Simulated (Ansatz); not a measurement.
**Ta₃N: geometry relaxation (part 2 of 2)**

Continued. System: Ta₃N (4 atoms in the cell). Method: DFT r2SCAN, scalar-relativistic, plane waves, PAW, no spin polarisation (Ansatz 0.2.0); cutoff 500 eV, 12×12×12 k-mesh, Gaussian smearing of 0.1 eV. The structure was made by swapping elements on the sites of another compound; it need not be a known phase. It belongs to a series of runs on one base structure; here: Cu3Au (L1_2) type (Pm-3m, No. 221).

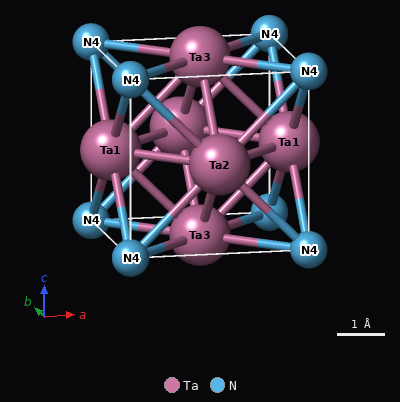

**Figure 1.** The geometry at step 3 of the log (ball-and-stick view of the cell of the calculation, seen slightly off an axis; atoms are numbered from 1 in the order of the input).

Output, continued
```
--- Per-component energies (eV) ---
  E_band       = -335.673661
  E_kinetic    = 1229.271632
  E_local      = -1834.861913  (includes V_loc(G=0)·N_el)
  E_nonlocal   = 94.976182
  E_hartree    = 633.146781
  E_xc         = -671.629044
  E_vxc        = -750.196974  (∫ρ·V_xc dr)
  E_paw        = -25397.559969  (= ΣΔE_a)
  E_vpaw       = -380.476269  (= ΣTr[D̂ρ^β])
  E_aug_tail   = 0.000267  (compensation charges beyond the density's cutoff)
  E_vtau       = 39.319863  (kinetic-family band-sum trace: ∫τ·v_τ [+ j·A + Jᵃ·Aᵃ] dr)
  E_ewald      = -4264.668530
  E_core_change = -2.298405  (= ΣΔE_core)
  E_smearing   = -0.015653  (= −TS)
  E_closure    = -0.000000  (closes the sum)
  Σ components = -30213.638652   (vs F -30213.638652, Δ=0.00e0)
--- Forces (eV/Å), atoms counted from 1 ---
  atom   1  Ta     0.00000000    -0.00000000    -0.00000000
  atom   2  Ta    -0.00000000    -0.00000000     0.00000000
  atom   3  Ta    -0.00000000    -0.00000000     0.00000000
  atom   4  N     -0.00000000    -0.00000000    -0.00000000
  max |Σ_I F_I| component: 7.55e-29 eV/Å
--- Stress (GPa, compression-positive) ---
       -0.013406      -0.000000      -0.000000
       -0.000000      -0.013406      -0.000000
       -0.000000      -0.000000      -0.013406
  P = ⅓ Tr σ = -0.0134 GPa (-0.134 kbar)
--- Band table (eV; the first three rows and the last of 84) ---
  k-point 0: bands = ["-51.2532", "-51.0118", "-51.0118", "-17.7962", "-17.7962", "-17.7962", "-16.9826", "-16.9826", "-16.9826", "-16.3991", "-16.3991", "-16.3991", "2.5200", "10.8959", "14.5765", "14.5765", "14.7679", "14.7679", "14.7679", "15.0079", "15.0079", "15.0079", "15.8819", "21.1250", "21.1250", "21.1250", "23.8896"]
  k-point 1: bands = ["-51.2495", "-51.0155", "-51.0118", "-17.7833", "-17.7833", "-17.7772", "-16.9874", "-16.9874", "-16.9852", "-16.4269", "-16.4095", "-16.4095", "2.5522", "10.9776", "14.0774", "14.5678", "14.5678", "14.6881", "14.8016", "15.1892", "15.2655", "15.2655", "16.3463", "21.0202", "21.2181", "21.2181", "23.6519"]
  k-point 2: bands = ["-51.2390", "-51.0261", "-51.0116", "-17.7460", "-17.7460", "-17.7210", "-17.0023", "-17.0023", "-16.9920", "-16.5073", "-16.4381", "-16.4381", "2.6418", "11.1847", "13.4149", "14.3200", "14.3200", "14.8976", "15.0154", "15.4858", "15.6958", "15.6958", "17.1570", "20.7380", "21.4744", "21.4744", "22.9572"]
  k-point 83: bands = ["-51.0909", "-51.0909", "-51.0909", "-18.2165", "-17.7314", "-17.7314", "-17.7314", "-16.5227", "-16.5227", "-16.5227", "-16.3801", "-16.3801", "2.9481", "13.6602", "13.6602", "13.6602", "14.1743", "14.1743", "14.1743", "17.5303", "18.0620", "18.0620", "18.0620", "19.8352", "20.6645", "20.6645", "20.6645"]
--- Relaxed structure (3 steps of the walk, 2 accepted, 1 SCFs on fresh bases) ---
  F+E_penalty+E_count = -30213.63865189 eV   max|allowed force component| = 2.741e-29 eV/Å   (the final SCF, on the basis selected at the relaxed cell)
  cell:  # Å, volume = 60.6552 Å³
    - [3.929066295888778, 0.0, -6.419766481290786e-35]
    - [-9.62964972193618e-35, 3.929066295888778, 0.0]
    - [-3.209883240645393e-35, 0.0, 3.929066295888778]
  atoms:
    - { symbol: Ta, position: [-2.340205961038974e-47, 0.49999999999999994, 0.49999999999999994] }
    - { symbol: Ta, position: [0.49999999999999994, 5.3302024805716474e-48, 0.49999999999999994] }
    - { symbol: Ta, position: [0.49999999999999994, 0.49999999999999994, -1.3898376492479417e-48] }
    - { symbol: N, position: [-8.574673555702214e-48, 1.0892152895081191e-47, 7.879429753888521e-48] }
```

Trajectory as extended XYZ (Å, eV, eV/Å), 4 frames, from step=1 to step=4
```
4
Lattice="3.9366 0.0000 0.0000 0.0000 3.9366 0.0000 0.0000 0.0000 3.9366" Properties=species:S:1:pos:R:3:forces:R:3 step=1 energy=-30213.63751 pressure_GPa=-1.03
Ta    0.0000    1.9683    1.9683    0.0000   0.0000   0.0000
Ta    1.9683    0.0000    1.9683    0.0000   0.0000   0.0000
Ta    1.9683    1.9683    0.0000    0.0000   0.0000   0.0000
N     0.0000    0.0000    0.0000    0.0000   0.0000   0.0000
4
Lattice="3.9155 0.0000 0.0000 0.0000 3.9155 0.0000 0.0000 0.0000 3.9155" Properties=species:S:1:pos:R:3:forces:R:3 step=2 energy=-30213.63544 pressure_GPa=1.87 accepted=F
Ta    0.0000    1.9578    1.9578    0.0000   0.0000   0.0000
Ta    1.9578    0.0000    1.9578    0.0000   0.0000   0.0000
Ta    1.9578    1.9578    0.0000    0.0000   0.0000   0.0000
N     0.0000    0.0000    0.0000    0.0000   0.0000   0.0000
4
Lattice="3.9291 0.0000 0.0000 0.0000 3.9291 0.0000 0.0000 0.0000 3.9291" Properties=species:S:1:pos:R:3:forces:R:3 step=3 energy=-30213.63879 pressure_GPa=-0.01
Ta    0.0000    1.9645    1.9645    0.0000   0.0000   0.0000
Ta    1.9645    0.0000    1.9645    0.0000   0.0000   0.0000
Ta    1.9645    1.9645    0.0000    0.0000   0.0000   0.0000
N     0.0000    0.0000    0.0000    0.0000   0.0000   0.0000
4
Lattice="3.9291 0.0000 0.0000 0.0000 3.9291 0.0000 0.0000 0.0000 3.9291" Properties=species:S:1:pos:R:3:forces:R:3 step=4 energy=-30213.63865 pressure_GPa=-0.01
Ta    0.0000    1.9645    1.9645    0.0000   0.0000   0.0000
Ta    1.9645    0.0000    1.9645    0.0000   0.0000   0.0000
Ta    1.9645    1.9645    0.0000    0.0000   0.0000   0.0000
N     0.0000    0.0000    0.0000    0.0000   0.0000   0.0000
```

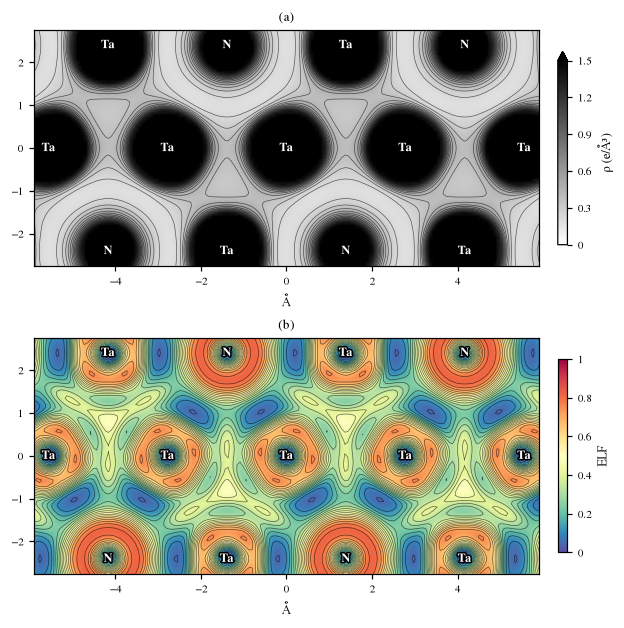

**Figure 2.** (a) valence pseudo-density; (b) electron localisation function on the (111) plane of the conventional cell. Ta–Ta (2.78 Å): ρ at the midpoint is about 0.39 e/Å³; the ELF is about 0.40 at the midpoint; no localised pair between them. Ta–N (2.78 Å): the density is about 0.18 e/Å³ at the midpoint; the ELF is about 0.10 at the midpoint (a polar contact without a shared pair, in a metal). Away from the nuclei the density in this plane falls to 0.18 e/Å³ at its lowest. The strong features right at Ta lie inside the PAW spheres (semicore, d or f shells) and say nothing about bonding. In a PAW calculation such maps are meaningful between the atoms, not at the nuclei.

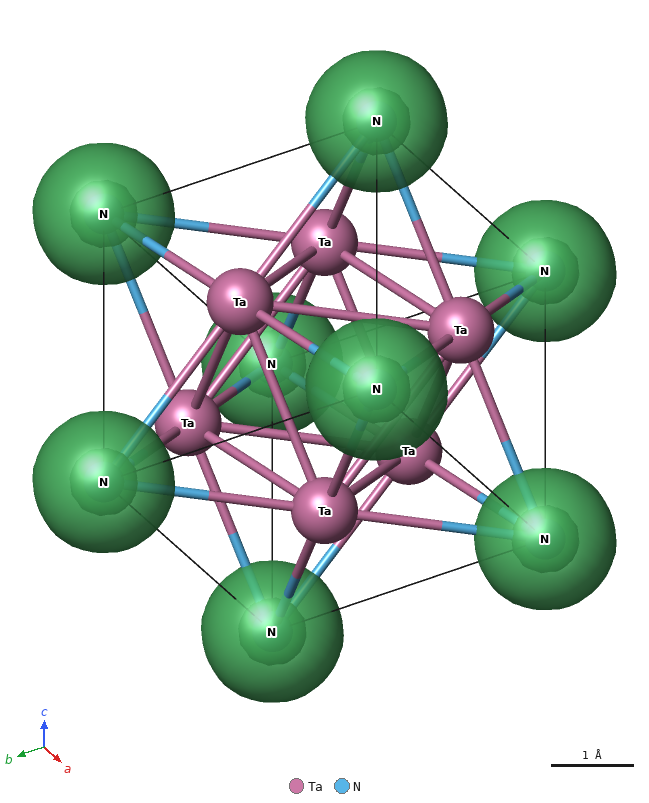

**Figure 3.** Isosurface of the electron localisation function at 0.7 (green), seen at an oblique angle. Core shells and regions of very low density are left out. Sticks mark near contacts. The outline is the cell set on symmetry axes. Profiles from the grid: Ta–Ta (2.78 Å): the ELF is about 0.40 at the midpoint (no shared electron pair). Ta–N (2.78 Å): the ELF is about 0.10 at the midpoint; a polar contact without a shared pair, in a metal.

The run was set up as follows.

The input
```yaml
crystal:
  lattice:
    - [3.9366205869, 0.0, 0.0]
    - [0.0, 3.9366205869, 0.0]
    - [0.0, 0.0, 3.9366205869]
  atoms:
    - { symbol: Ta, position: [0.0, 0.5, 0.5] }
    - { symbol: Ta, position: [0.5, 0.0, 0.5] }
    - { symbol: Ta, position: [0.5, 0.5, 0.0] }
    - { symbol: "N", position: [0.0, 0.0, 0.0] }
basis:
  ecutwfc: 500
kpoints:
  mp_grid: { grid: [12, 12, 12] }
hamiltonian:
  xc: r2scan
scf:
  occupations: { method: gaussian, width: 0.1 }
output:
  forces: true
  stress: true
  eigenvalues: true
  write_density: true
  write_potential: true
  elf: true
  volumetric_format: npy
relax:
  adjacent_minimum: "off"
  f_tol: 0.01
  max_steps: 80
  cell: { stress_tol: 0.05 }
```

Launched with:
```bash
ansatz run input.yaml --threads 1 --pin off --max-ram 2560MiB --backend cpu --events-out ev --progress --plain --runs-dir out
```

Key numbers

| quantity | value |
| --- | --- |
| outcome | converged |
| space group (tolerance 0.01 Å) | Pm-3m (221) |
| electrons treated | 44 |
| free energy | −30213.6387 eV |
| Fermi energy | 18.120 eV |
| gap on the k-point mesh | none (metallic) |
| pressure | −0.01 GPa |
| final volume | 60.66 Å³ |
| largest force (length of the vector) at the end | under 0.001 eV/Å |
| final cell | a = 3.929 Å, b = 3.929 Å, c = 3.929 Å, α = 90.00°, β = 90.00°, γ = 90.00° |
| hardware | 1 thread of Intel Xeon (Sapphire Rapids), 192 GiB of memory available, shared host |
| wall time | 73 s |
| peak memory | 0.6 GiB |

Spin–orbit coupling is left out, which matters for Ta.
